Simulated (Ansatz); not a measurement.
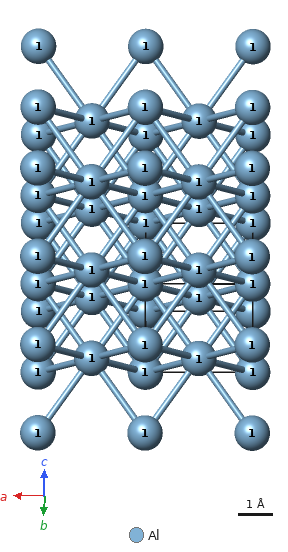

The starting point is crystalline Al (a generated structure, set up in Im-3m). The picture is a ball-and-stick view of the conventional cell (2 times the calculation's cell), repeated 2 × 2 × 3 with one cell outlined, seen from a free direction. Lengths and directions refer to the drawn axes.

Theory: Ansatz 0.2.0, DFT, PBEsol, PAW with Ansatz's default frozen-core files, scalar-relativistic. (plane-wave cutoff 420 eV; k-point mesh 19 × 19 × 19; occupations fermi dirac; smearing width 0.05 eV; no spin polarisation)

Now this is done to it. All lengths are scaled by +1.3 % (volume +4.0 %), the atoms keeping their fractional coordinates. No relaxation follows.

What is the effect?

Near-neighbour distances before and after: Al–Al 2.802 → 2.839 Å. The space group stays Im-3m (No. 229). Energy change: +11.5 meV per atom. The pressure goes from −1.5 to −3.9 GPa. All forces vanish by symmetry.
